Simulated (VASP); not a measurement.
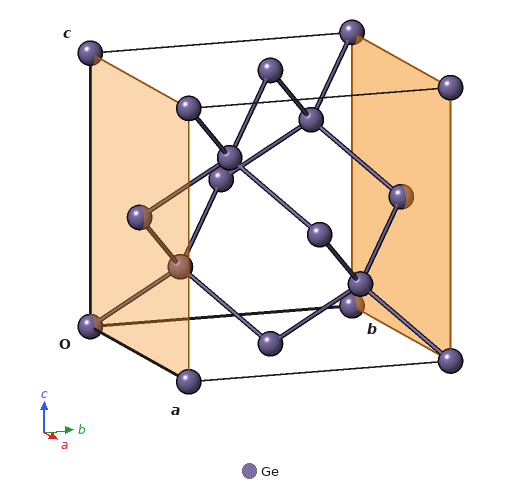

Crystal: Ge, the geometry relaxed with VASP Kohn-Sham DFT of a periodic cell, HF, VASP PAW PBE potentials, recommended in VASP. Every member of one family of equally spaced planes, hx + ky + lz = a whole number, that cuts the unit cell is shaded (one member passes through the origin O). All values are computed from the atomic coordinates in the standard setting (tolerance 0.002 Å).

a = 5.735 Å, b = 5.735 Å, c = 5.735 Å, α = 90.00°, β = 90.00°, γ = 90.00°.

What are the Miller indices?

(0 1 0); the opposite sign names the same planes. The member next to the origin meets the axes a never, b at 1, c never.

What is the spacing?

d = 5.735 Å.

Which atoms of the cell lie in these planes (within 0.03 Å)?

2 of the 8 Ge.
